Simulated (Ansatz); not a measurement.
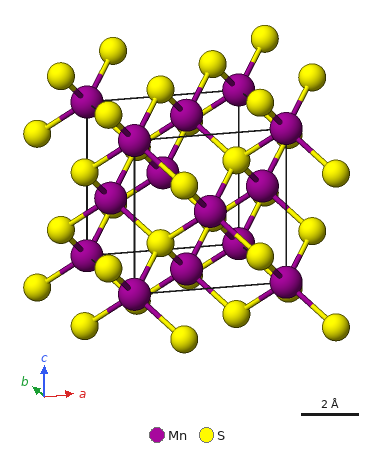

Starting structure of a crystal of MnS (set up in F-43m). The picture is a ball-and-stick view of the conventional cell (4 times the calculation's cell), seen slightly off an axis. Lengths and directions refer to the drawn axes.

Computed with DFT PBE, scalar-relativistic, plane waves, PAW in Ansatz.

The input:
```yaml
crystal:
  lattice:
    - [0.0, -2.8, -2.8]
    - [2.8, 0.0, -2.8]
    - [2.8, -2.8, 0.0]
  atoms:
    - { symbol: Mn, position: [0.0, 0.0, 0.0], spin: 4.57 }
    - { symbol: S, position: [0.75, 0.75, 0.75], spin: 0.13 }
basis:
  ecutwfc: 420
kpoints:
  mp_grid: { grid: [14, 14, 14] }
hamiltonian:
  xc: pbe
scf:
  occupations: { method: gaussian, width: 0.1 }
output:
  forces: true
  stress: true
  eigenvalues: true
  populations: true
  write_density: true
  write_potential: true
  elf: true
  volumetric_format: npy
magnetization:
  spin_polarized: true
relax:
  adjacent_minimum: "off"
  f_tol: 0.005
  max_steps: 80
  cell: { stress_tol: 0.05 }
```

Run as
```bash
ansatz run input.yaml --threads 2 --pin off --max-ram 5120MiB --backend cpu --events-out ev --progress --plain --runs-dir out
```

What does the optimiser find from here?

The energy falls by 1.7 meV per atom in 2 accepted moves (3 points after the start). All forces vanish by symmetry, so only the cell relaxes. The pressure goes from 1.07 to −0.04 GPa. The SCF was repeated once at an unchanged geometry on a basis and grid sized afresh for the cell, which shifted the energy by 0.1 meV per atom at most. The atoms keep their places relative to the cell (all moves are under 0.005 Å). The drawn cell changes as follows: a = b = c 5.600 → 5.644 Å (+0.8 %); the volume changes by +2.4 %. Near-neighbour distances that change, for instance: Mn1–S2 2.425 → 2.444 Å. The space group stays F-43m (No. 216). The run took 11 s on 2 threads of AMD EPYC 9R45 96-Core Processor (Zen 5), on a shared host, peak memory 0.55 GiB.

Step by step:

```json
{"step": "0", "E − E(0), meV/atom": "0.00", "pressure, GPa": "1.07", "volume, Å³/atom": "21.952", "note": ""}
{"step": "1", "E − E(0), meV/atom": "-1.23", "pressure, GPa": "0.55", "volume, Å³/atom": "22.205", "note": ""}
{"step": "2", "E − E(0), meV/atom": "-1.62", "pressure, GPa": "-0.04", "volume, Å³/atom": "22.479", "note": ""}
{"step": "3", "E − E(0), meV/atom": "-1.72", "pressure, GPa": "-0.04", "volume, Å³/atom": "22.479", "note": "same geometry, new basis"}
```
